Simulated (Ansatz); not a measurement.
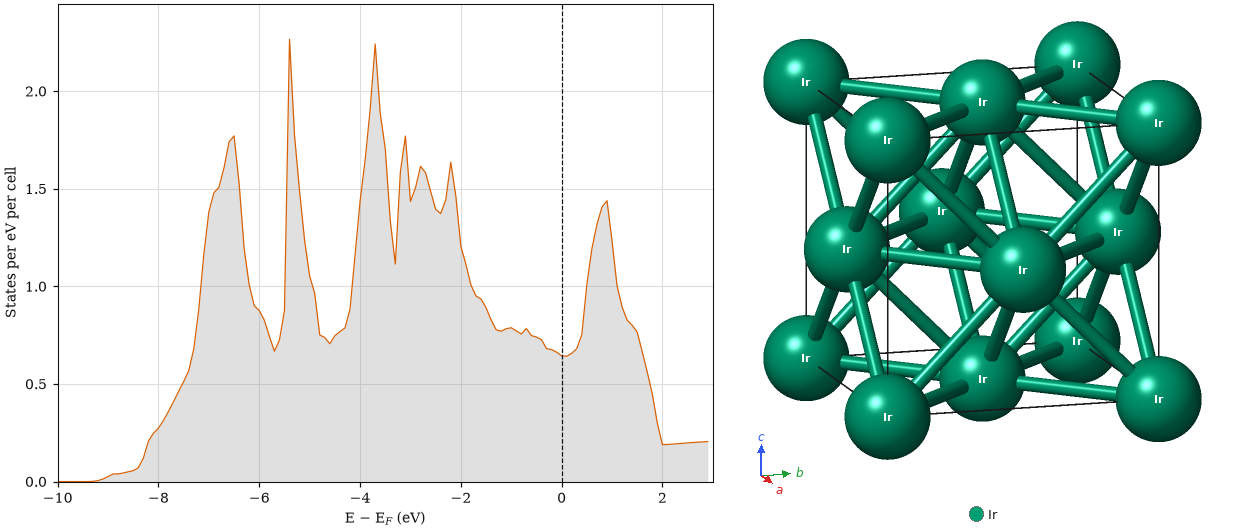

Density of states, beside the structure. Energies are counted from the Fermi level.

System: Ir, space group Fm-3m (No. 225), 1 atom in the cell.

Computed with Ansatz: DFT PBE+U, scalar-relativistic, plane waves, PAW, U = 7 eV, J = 0.59 eV on Ir d, no spin polarisation, 10×10×10 k mesh, Methfessel-Paxton smearing of 0.049 eV.

### Metal or insulator, and how many states lie at the Fermi level?

It is a metal. The density of states at the Fermi level is about 0.66 per eV and cell (mean within 0.25 eV).

The run may have settled in a state above the lowest, so this need not be the ground state. The k mesh is coarse for this system. Spin-orbit coupling is left out, which matters for Ir.
